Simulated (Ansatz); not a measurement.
**Al₂O₃: density, localisation and related maps**

Input file:

```
crystal:
  lattice:
    - [7.089941, 0.0, 0.0]
    - [0.0, 4.846933, 0.0]
    - [0.0, 0.0, 4.985404]
  atoms:
    - { symbol: Al, position: [0.390395, 0.252152, 0.030514] }
    - { symbol: Al, position: [0.609605, 0.252152, 0.469486] }
    - { symbol: Al, position: [0.109605, 0.247848, 0.530514] }
    - { symbol: Al, position: [0.890395, 0.247848, 0.969486] }
    - { symbol: Al, position: [0.609605, 0.747848, 0.969486] }
    - { symbol: Al, position: [0.390395, 0.747848, 0.530514] }
    - { symbol: Al, position: [0.890395, 0.752152, 0.469486] }
    - { symbol: Al, position: [0.109605, 0.752152, 0.030514] }
    - { symbol: O, position: [0.654002, 0.107021, 0.101976] }
    - { symbol: O, position: [0.345998, 0.107021, 0.398024] }
    - { symbol: O, position: [0.845998, 0.392979, 0.601976] }
    - { symbol: O, position: [0.154002, 0.392979, 0.898024] }
    - { symbol: O, position: [0.345998, 0.892979, 0.898024] }
    - { symbol: O, position: [0.654002, 0.892979, 0.601976] }
    - { symbol: O, position: [0.154002, 0.607021, 0.398024] }
    - { symbol: O, position: [0.845998, 0.607021, 0.101976] }
    - { symbol: O, position: [0.0, 0.049404, 0.25] }
    - { symbol: O, position: [0.5, 0.450596, 0.75] }
    - { symbol: O, position: [0.0, 0.950596, 0.75] }
    - { symbol: O, position: [0.5, 0.549404, 0.25] }
basis:
  ecutwfc: 420
kpoints:
  mp_grid: { grid: [4, 6, 6] }
hamiltonian:
  xc: pbe
scf:
  occupations: { method: gaussian, width: 0.02 }
output:
  forces: true
  stress: true
  eigenvalues: true
  write_density: true
  write_potential: true
  elf: true
  volumetric_format: npy
relax:
  adjacent_minimum: "off"
  f_tol: 0.005
  max_steps: 80
  cell: { stress_tol: 0.05 }
```

Run with:

```sh
ansatz run input.yaml --threads 8 --pin off --max-ram 22528MiB --backend cpu --events-out ev --progress --plain --runs-dir out
```

Below, planes, directions and counts refer to the conventional cell (a = 7.09 Å, b = 4.85 Å, c = 4.99 Å, α = 90.00°, β = 90.00°, γ = 90.00°).

The fields are those of the run's last geometry, not of the input's.

Space group Pbcn; a structure from a database of computed crystals, not necessarily the ambient phase.

The calculation used Ansatz 0.2.0, DFT PBE, scalar-relativistic, plane waves, PAW.

Core electrons are frozen (PAW), and the valence fields are smoothed inside the atomic spheres.

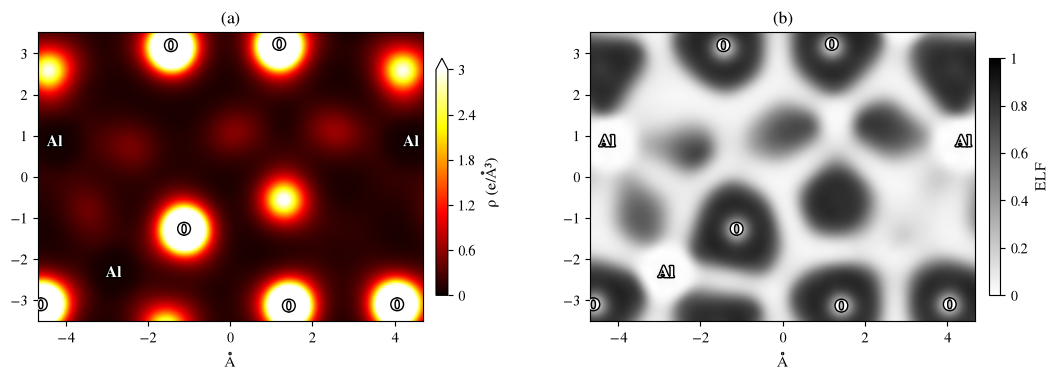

Figure 1. (a) valence electron density; (b) ELF on the (111) plane of the conventional cell.

### Read the bonding off the picture.

The section cuts through Al and O sites. Atoms just off the plane (Al, 0.6 Å away and O, 0.5 Å away) can leave unmarked features too. Al–O (1.93 Å): ρ at the midpoint is about 0.57 e/Å³; the ELF peaks at about 0.85 in the valence shell of O, 0.7 Å from its nucleus, and is about 0.80 at the midpoint. Al–O (2.03 Å): ρ is about 0.46 e/Å³ halfway; the ELF peaks at about 0.85 in the valence shell of O, 0.7 Å from its nucleus, and is about 0.75 at the midpoint. Between the atoms the lowest density in this plane is 0.08 e/Å³.

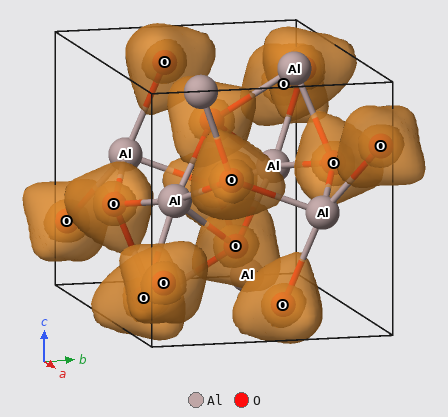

Figure 2. Isosurface of the electron localisation function at 0.75 (orange), seen slightly off an axis. Only the valence region is drawn (cores and ρ < 0.01 e/Å³ removed). Sticks mark near contacts.

### Identify the bonds, lone pairs and shells in this picture.

At this value the surface marks out twelve regions on O in which the atom's valence shell and bonds are merged, counted in one cell of 20 atoms. Regions shared between cells count once. Along the contacts the grid gives the following. Al–O (1.87 Å): the ELF peaks at about 0.85 in the valence shell of O, 0.7 Å from its nucleus, and is about 0.80 at the midpoint.

### Does the calculation make it a metal, or give it a gap?

It is gapped, with a Kohn–Sham gap of 5.3 eV on the k-point mesh (the band edges may lie off the mesh, which would make the gap smaller).
